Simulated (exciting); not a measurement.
**Core excitons at the B K edge of BN**

Aim: the B K absorption edge of BN with the electron–hole interaction treated explicitly, and what each term of the kernel does. The measurement to meet: angle-resolved EELS in TEM on hexagonal BN, quoted in Angular resolved electron energy loss spectroscopy in hexagonal boron nitride (arxiv:1701.05119, 2017), with 1s → π* at 192 eV and 1s → σ* at 199 eV.

Main program and level: exciting sodium; X-ray absorption, core-level Bethe-Salpeter equation, exchange and statically screened direct term, Tamm-Dancoff, all-electron LAPW+lo PBE.

The database entry behind the starting cell differs from later determinations by our own check (about 0.3 % short, minor phase), so it need not match the best structure at ambient conditions.

## Step 1: The structure

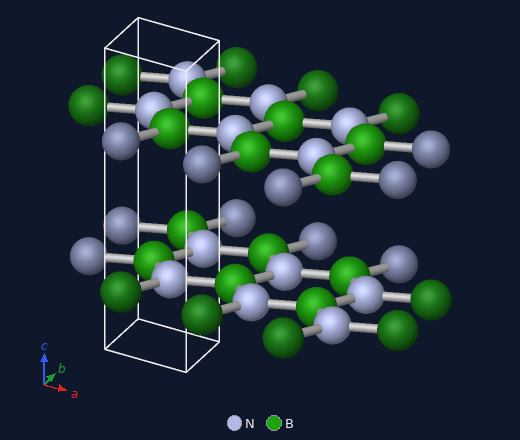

The cell as given, slightly off an axis (nitrogen light blue, boron green). 3×2×1 cells are drawn. Some periodic images of atoms are drawn too.

Structure file:

```xyz
4
Lattice="2.4982 0.0000 0.0000 -1.2491 2.1635 0.0000 0.0000 0.0000 6.6357" Properties=species:S:1:pos:R:3 pbc="T T T"
N     1.2491    0.7212    1.6589
N     0.0000    1.4424    4.9768
B     1.2491    0.7212    4.9768
B     0.0000    1.4424    1.6589
```

Differences between curves are given as r.m.s. difference over r.m.s. height.

## Step 2: The self-consistent potential

The species files are the program's own, with muffin-tin radii set in the input.

File input.xml:

```
<input>
  <title>BN</title>
  <structure speciespath="." autormt="false" epslat="1.0e-5">
    <crystal>
      <basevect>4.7209893927 0.0000000000 0.0000000000</basevect>
      <basevect>-2.3604946964 4.0884967452 0.0000000000</basevect>
      <basevect>0.0000000000 0.0000000000 12.5396556429</basevect>
    </crystal>
    <species speciesfile="N.xml" rmt="1.322">
      <atom coord="0.6666666667 0.3333333333 0.2500000000"/>
      <atom coord="0.3333333333 0.6666666667 0.7500000000"/>
    </species>
    <species speciesfile="B.xml" rmt="1.322">
      <atom coord="0.6666666667 0.3333333333 0.7500000000"/>
      <atom coord="0.3333333333 0.6666666667 0.2500000000"/>
    </species>
  </structure>
  <groundstate do="fromscratch" xctype="GGA_PBE" ngridk="8 8 2" rgkmax="7" gmaxvr="14" nempty="8" swidth="0.001" maxscl="100" epsengy="1e-5"/>
</input>
```

Command:

```
OMP_NUM_THREADS=1 mpirun -n 4 exciting
```

Numbers of over 12 decimals in the logs are rounded to 6 here.

The program printed:

```text
EXCITING SODIUM started
********************************************************************************
* Ground-state run starting from atomic densities                              *
********************************************************************************
+ Starting initialization                                                      +
[... lattice and species ...]
 Spin treatment                             :    spin-unpolarised
 Number of Bravais lattice symmetries       :      24
[...]
valence-band maximum at   10      0.3750  0.2500  0.0000
     conduction-band minimum at    5      0.5000  0.0000  0.0000
+ Self-consistent loop stopped                                                 +
 STATE.OUT is written
********************************************************************************
* Groundstate module stopped                                                   *
********************************************************************************
 Total time spent (seconds)                 :        41.01
| EXCITING SODIUM stopped                                                      =
[key lines of the parts left out:]
Total energy                               :      -159.40294173
Fermi energy                               :         0.21985822
```

Elapsed: 42 s, on 4 MPI ranks of Arm Neoverse V1, shared host.

The mesh shows a gap of 4.28 eV. Core levels (Dirac, from the valence top):

| atom | level | energy (eV) |
| --- | --- | --- |
| N | 1s1/2 | -374.5 |
| B | 1s1/2 | -171.7 |

## Step 3: A richer basis for the empty states

Each species file gets more local orbitals, built from u and its energy derivative at 0.15 Ha and u at 0.9 Ha.

input.xml is that of step 2.

File SPECIES.xml, added lines:

```
<lo l="L">  <!-- L = 0, 1, 2 -->
  <wf matchingOrder="0" trialEnergy="0.1500" searchE="false"/>
  <wf matchingOrder="1" trialEnergy="0.1500" searchE="false"/>
  <wf matchingOrder="0" trialEnergy="0.9000" searchE="false"/>
</lo>
```

Command:

```
OMP_NUM_THREADS=1 mpirun -n 4 exciting
```

The program printed:

```text
EXCITING SODIUM started
********************************************************************************
* Ground-state run starting from atomic densities                              *
********************************************************************************
+ Starting initialization                                                      +
[... lattice and species ...]
 Spin treatment                             :    spin-unpolarised
 Number of Bravais lattice symmetries       :      24
[...]
valence-band maximum at   10      0.3750  0.2500  0.0000
     conduction-band minimum at    5      0.5000  0.0000  0.0000
+ Self-consistent loop stopped                                                 +
 STATE.OUT is written
********************************************************************************
* Groundstate module stopped                                                   *
********************************************************************************
 Total time spent (seconds)                 :        45.04
| EXCITING SODIUM stopped                                                      =
[key lines of the parts left out:]
Total energy                               :      -159.40339785
Fermi energy                               :         0.22016658
```

Elapsed: 46 s, on 4 MPI ranks.

Against the first ground state the total energy moves by -3 meV an atom and the gap by 0.00 eV.

## Step 4: Screening, kernels and BSE for B atom 3

The absorber has 3 N at 1.44 Å (trigonal planar, site symmetry -6m2).

Edit input.xml of step 3 so:

```diff
@@ -17,3 +17,20 @@
   </structure>
-  <groundstate do="fromscratch" xctype="GGA_PBE" ngridk="8 8 2" rgkmax="7" gmaxvr="14" nempty="8" swidth="0.001" maxscl="100" epsengy="1e-5"/>
+  <groundstate do="skip" xctype="GGA_PBE" ngridk="8 8 2" rgkmax="7" gmaxvr="14" nempty="8" swidth="0.001" maxscl="100" epsengy="1e-5"/>
+  <xs xstype="BSE" ngridk="7 7 2" ngridq="7 7 2" vkloff="0.097 0.273 0.493" rgkmax="7" nempty="19" gqmax="3" lmaxapwwf="5" lmaxemat="2" broad="0.01654" tevout="true">
+    <energywindow intv="6.026 7.643" points="440"/>
+    <screening screentype="full" nempty="36"/>
+    <BSE xas="true" xasspecies="2" xasatom="1" xasedge="K" bsetype="singlet" nstlxas="1 15"/>
+    <qpointset>
+      <qpoint>0 0 0</qpoint>
+    </qpointset>
+    <plan>
+      <doonly task="xsgeneigvec"/>
+      <doonly task="writepmatxs"/>
+      <doonly task="scrgeneigvec"/>
+      <doonly task="scrwritepmat"/>
+      <doonly task="screen"/>
+      <doonly task="scrcoulint"/>
+      <doonly task="exccoulint"/>
+    </plan>
+  </xs>
 </input>
```

File input.xml for the last start (plan only):

```
  <plan>
    <doonly task="bse"/>
  </plan>
```

Command:

```
OMP_NUM_THREADS=1 mpirun -n 4 exciting
OMP_NUM_THREADS=4 exciting
```

The program printed:

```text
| EXCITING SODIUM started for task xsgeneigvec ( 301)                          =
One-shot GS runs for BSE calculations
One-shot GS runs for k+qmt/2 grids
Info(xsgeneigvec): Generating eigenvectors for Q-point      1
Info(xsgeneigvec): Generation of eigenvectors finished
| EXCITING SODIUM started for task writepmatxs ( 320)                          =
Info(writepmatxs): Momentum matrix elements finished
| EXCITING SODIUM started for task scrgeneigvec ( 401)                         =
One-shot GS runs for BSE calculations
One-shot GS runs for k+qmt/2 grids
[...]
Info(setup_bse_block): Setting up RR part of hamiltonian
Info(setup_bse_block): Singlet spin state
Info(bse): Diagonalizing RR Hamiltonian (TDA)
Info(bse): Invoking Lapack routine ZHEEVR
      2940 eigen solutions found in the interval:
         i1=       1 i2=    2940
Info(bse): Writing excition energies and oscillator strengths to text file.
Info(makespectrum_dist): Making spectrum using formula for coupling with time reversed AR basis.
Info(makespectrum_dist): Using formalism for vanishing momentum transfer.
Info(writederived): Writing quantities derived from the macroscopic dielectric function.
Info(bselauncher): Spectrum finished for iqmt=  1
Info(bselauncher): All done for BSE type singlet
```

The job ended after 9 min (4 MPI ranks).

Wall time by task: xsgeneigvec 14 s, writepmatxs 4.7 s, scrgeneigvec 14 s, scrwritepmat 3.1 s, screen 96 s, scrcoulint 4 min, exccoulint 2.5 min, bse 13 s.

The B K spectrum of B atom 3 (energy from the Kohn–Sham onset, core level to the lowest empty state found on the meshes used, 175.99 eV; the ground-state mesh sets it, and the shifted mesh has its lowest transition 0.17 eV above it; Im ε scaled to the maximum of the singlet run; cut below the end of the band set):

| E (eV) | isotropic | ε ⊥ c | ε ∥ c |
| --- | --- | --- | --- |
| -6.0 | 0.03 | 0.01 | 0.07 |
| -5.0 | 0.06 | 0.01 | 0.17 |
| -4.0 | 0.22 | 0.01 | 0.65 |
| -3.0 | 0.91 | 0.01 | 2.71 |
| -2.0 | 0.15 | 0.01 | 0.41 |
| -1.0 | 0.06 | 0.02 | 0.15 |
| 0.0 | 0.07 | 0.03 | 0.15 |
| 1.0 | 0.09 | 0.06 | 0.14 |
| 2.0 | 0.15 | 0.16 | 0.12 |
| 3.0 | 0.42 | 0.58 | 0.10 |
| 4.0 | 0.67 | 0.90 | 0.19 |
| 5.0 | 0.38 | 0.49 | 0.14 |
| 6.0 | 0.20 | 0.22 | 0.16 |
| 7.0 | 0.19 | 0.18 | 0.21 |
| 8.0 | 0.20 | 0.20 | 0.19 |
| 9.0 | 0.20 | 0.25 | 0.11 |
| 10.0 | 0.22 | 0.26 | 0.15 |
| 11.0 | 0.17 | 0.19 | 0.12 |
| 12.0 | 0.15 | 0.19 | 0.07 |
| 13.0 | 0.17 | 0.19 | 0.12 |
| 14.0 | 0.13 | 0.16 | 0.07 |
| 15.0 | 0.10 | 0.12 | 0.06 |
| 16.0 | 0.08 | 0.09 | 0.06 |

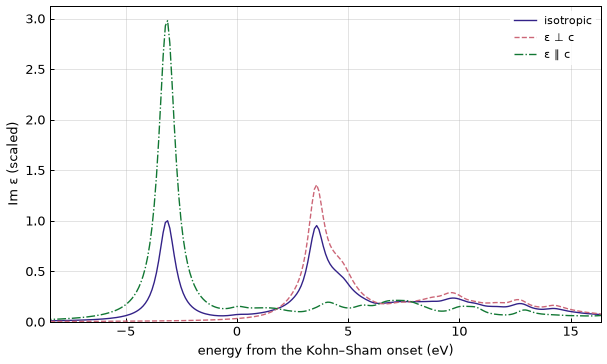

The B K edge of B atom 3.

Maxima (height): -3.1 eV (1.00), 3.6 eV (0.95), 9.7 eV (0.24) and 12.7 eV (0.18).

The Hamiltonian has 2940 rows. The lowest groups of eigenvalues and the brightest ones, on the scale above (the program counts from the shifted mesh's onset, 0.17 eV higher). Core spinors bring spin-forbidden partners, so dark means forbidden by spin or by symmetry, and the shifted mesh splits states that symmetry would keep together:

| energy (eV) | states within 10 meV | relative strength |
| --- | --- | --- |
| -3.552 | 1 | dark |
| -3.143 | 1 | 1.00 |
| -0.710 | 4 | dark |
| -0.687 | 2 | dark |
| -0.443 | 2 | 0.0010 |
| -0.373 | 2 | 3.9e-4 |
| 3.540 | 1 | 0.22 |
| 3.552 | 1 | 0.33 |
| 3.582 | 2 | 0.049 |
| 3.599 | 3 | 0.22 |
| 4.805 | 1 | 0.051 |
| 9.530 | 1 | 0.042 |

## Step 5: Independent particles

Edit input.xml of step 4 so:

```diff
@@ -21,3 +21,3 @@
     <screening screentype="full" nempty="36"/>
-    <BSE xas="true" xasspecies="2" xasatom="1" xasedge="K" bsetype="singlet" nstlxas="1 15"/>
+    <BSE xas="true" xasspecies="2" xasatom="1" xasedge="K" bsetype="IP" nstlxas="1 15"/>
     <qpointset>
@@ -26,9 +26,3 @@
     <plan>
-      <doonly task="xsgeneigvec"/>
-      <doonly task="writepmatxs"/>
-      <doonly task="scrgeneigvec"/>
-      <doonly task="scrwritepmat"/>
-      <doonly task="screen"/>
-      <doonly task="scrcoulint"/>
-      <doonly task="exccoulint"/>
+      <doonly task="bse"/>
     </plan>
```

Command:

```
OMP_NUM_THREADS=4 exciting
```

The program printed:

```text
| EXCITING SODIUM started for task bse ( 445)                                  =
Info(bselauncher): Init time:    0.235088
Info(bselauncher): Setting up and diagonalizing BSE Hamiltonian.
Info(bselauncher): Using momentum transfer vectors from list :   1 to  1
Info(bselauncher): Distributing qmt-points over   1 processes.
Info(bselauncher): BSE type: IP
Info(bselauncher): Momentum transfer list index: iqmt=  1
Info(bselauncher): Momentum transfer: vqmtl=   0.000   0.000   0.000
Info(bse): Inspecting occupations...
Info(setranges_modxs): Number of non-reduced k-points:       98
[...]
highest unoccupied state:  23
  Opening gap with a scissor of:      0.000/H      0.000/eV
Info(select_transitions): Number of participating transitions:    2940
Info(bse): Selecting transitions...
Info(bse):bsegap (eV):   176.156251
Info(bse): IP requested, nothing much to do
Info(bse): Writing excition energies and oscillator strengths to text file.
Info(makespectrum_dist): Making spectrum using formula for coupling with time reversed AR basis.
Info(makespectrum_dist): Using formalism for vanishing momentum transfer.
Info(writederived): Writing quantities derived from the macroscopic dielectric function.
Info(bselauncher): Spectrum finished for iqmt=  1
Info(bselauncher): All done for BSE type IP
```

Wall time 1.5 s (4 threads).

Maxima (height): 1.1 eV (0.29), 7.4 eV (0.41), 11.8 eV (0.35) and 14.0 eV (0.32). Against the singlet run the r.m.s. difference is 88 %. The highest maximum lies at 7.4 eV (0.41), against -3.1 eV (1.00).

## Step 6: Exchange alone

Edit input.xml of step 5 so:

```diff
@@ -21,3 +21,3 @@
     <screening screentype="full" nempty="36"/>
-    <BSE xas="true" xasspecies="2" xasatom="1" xasedge="K" bsetype="IP" nstlxas="1 15"/>
+    <BSE xas="true" xasspecies="2" xasatom="1" xasedge="K" bsetype="RPA" nstlxas="1 15"/>
     <qpointset>
```

Command:

```
OMP_NUM_THREADS=4 exciting
```

The program printed:

```text
| EXCITING SODIUM started for task bse ( 445)                                  =
Info(bselauncher): Init time:    0.235058
Info(bselauncher): Setting up and diagonalizing BSE Hamiltonian.
Info(bselauncher): Using momentum transfer vectors from list :   1 to  1
Info(bselauncher): Distributing qmt-points over   1 processes.
Info(bselauncher): BSE type: RPA
Info(bselauncher): Momentum transfer list index: iqmt=  1
Info(bselauncher): Momentum transfer: vqmtl=   0.000   0.000   0.000
Info(bse): Inspecting occupations...
Info(setranges_modxs): Number of non-reduced k-points:       98
[...]
Info(setup_bse_block): Setting up RR part of hamiltonian
Info(setup_bse_block): Using RPA approximation
Info(bse): Diagonalizing RR Hamiltonian (TDA)
Info(bse): Invoking Lapack routine ZHEEVR
      2940 eigen solutions found in the interval:
         i1=       1 i2=    2940
Info(bse): Writing excition energies and oscillator strengths to text file.
Info(makespectrum_dist): Making spectrum using formula for coupling with time reversed AR basis.
Info(makespectrum_dist): Using formalism for vanishing momentum transfer.
Info(writederived): Writing quantities derived from the macroscopic dielectric function.
Info(bselauncher): Spectrum finished for iqmt=  1
Info(bselauncher): All done for BSE type RPA
```

It took 15 s on 4 threads.

Maxima (height): 1.3 eV (0.25), 7.5 eV (0.37), 11.8 eV (0.35) and 14.1 eV (0.33). The spectrum differs from the independent-particle run by 8 % r.m.s. The highest maximum lies at 7.5 eV (0.37), against 7.4 eV (0.41).

## Step 7: Direct term alone

Edit input.xml of step 6 so:

```diff
@@ -21,3 +21,3 @@
     <screening screentype="full" nempty="36"/>
-    <BSE xas="true" xasspecies="2" xasatom="1" xasedge="K" bsetype="RPA" nstlxas="1 15"/>
+    <BSE xas="true" xasspecies="2" xasatom="1" xasedge="K" bsetype="triplet" nstlxas="1 15"/>
     <qpointset>
```

Command:

```
OMP_NUM_THREADS=4 exciting
```

The program printed:

```text
| EXCITING SODIUM started for task bse ( 445)                                  =
Info(bselauncher): Init time:    0.236423
Info(bselauncher): Setting up and diagonalizing BSE Hamiltonian.
Info(bselauncher): Using momentum transfer vectors from list :   1 to  1
Info(bselauncher): Distributing qmt-points over   1 processes.
Info(bselauncher): BSE type: triplet
Info(bselauncher): Momentum transfer list index: iqmt=  1
Info(bselauncher): Momentum transfer: vqmtl=   0.000   0.000   0.000
Info(bse): Inspecting occupations...
[...]
Info(setup_bse_block): Setting up RR part of hamiltonian
Info(setup_bse_block): Triplet spin state
Info(bse): Diagonalizing RR Hamiltonian (TDA)
Info(bse): Invoking Lapack routine ZHEEVR
      2940 eigen solutions found in the interval:
         i1=       1 i2=    2940
Info(bse): Writing excition energies and oscillator strengths to text file.
Info(makespectrum_dist): Making spectrum using formula for coupling with time reversed AR basis.
Info(makespectrum_dist): Using formalism for vanishing momentum transfer.
Info(writederived): Writing quantities derived from the macroscopic dielectric function.
Info(bselauncher): Spectrum finished for iqmt=  1
Info(bselauncher): All done for BSE type triplet
```

Run time: 15 s. Hardware: 4 threads.

Maxima (height): -3.5 eV (1.04), 3.4 eV (1.06), 9.7 eV (0.22) and 12.7 eV (0.17). The spectrum differs from the singlet run by 39 % r.m.s. Moving the earlier curve by -0.3 eV leaves 14 %. The highest maximum lies at 3.4 eV (1.06), against -3.1 eV (1.00).

## Step 8: Ground state with other settings

In this try the input is made faulty on purpose, to show what that does.

File input.xml:

```
<input>
  <title>BN</title>
  <structure speciespath="." autormt="false" epslat="1.0e-5">
    <crystal>
      <basevect>4.7209893927 0.0000000000 0.0000000000</basevect>
      <basevect>-2.3604946964 4.0884967452 0.0000000000</basevect>
      <basevect>0.0000000000 0.0000000000 12.5396556429</basevect>
    </crystal>
    <species speciesfile="N.xml" rmt="1.322">
      <atom coord="0.6666666667 0.3333333333 0.2500000000"/>
      <atom coord="0.3333333333 0.6666666667 0.7500000000"/>
    </species>
    <species speciesfile="B.xml" rmt="1.322">
      <atom coord="0.6666666667 0.3333333333 0.7500000000"/>
      <atom coord="0.3333333333 0.6666666667 0.2500000000"/>
    </species>
  </structure>
  <groundstate do="fromscratch" xctype="GGA_PBE" ngridk="8 8 2" rgkmax="3.5" gmaxvr="14" nempty="8" swidth="0.001" maxscl="100" epsengy="1e-5"/>
</input>
```

SPECIES.xml, added lines is that of step 3.

Command:

```
OMP_NUM_THREADS=1 mpirun -n 4 exciting
```

The program printed:

```text
EXCITING SODIUM started
********************************************************************************
* Ground-state run starting from atomic densities                              *
********************************************************************************
+ Starting initialization                                                      +
[... lattice and species ...]
 Spin treatment                             :    spin-unpolarised
 Number of Bravais lattice symmetries       :      24
[...]
valence-band maximum at   10      0.3750  0.2500  0.0000
     conduction-band minimum at    5      0.5000  0.0000  0.0000
+ Self-consistent loop stopped                                                 +
 STATE.OUT is written
********************************************************************************
* Groundstate module stopped                                                   *
********************************************************************************
 Total time spent (seconds)                 :        12.39
| EXCITING SODIUM stopped                                                      =
[key lines of the parts left out:]
Total energy                               :      -158.92074059
Fermi energy                               :         0.23504278
```

Run time: 14 s. Hardware: 4 MPI ranks.

Against the second ground state the total energy moves by 3283 meV an atom and the gap by -0.04 eV.

(Part 1 of 2 ends here.)

[Banner, clock and machine lines of the logs are left out without a mark of their own.]

[Logs are printed without paths, hosts, clocks, repeated set-up lines and the standing remarks that a program may print on its own settings, such as how far it seeks lower states.]

[Hosts, paths, dates, database ids (printed as entryN), source tags and the programs' standing remarks are cut or masked in the printed files.]
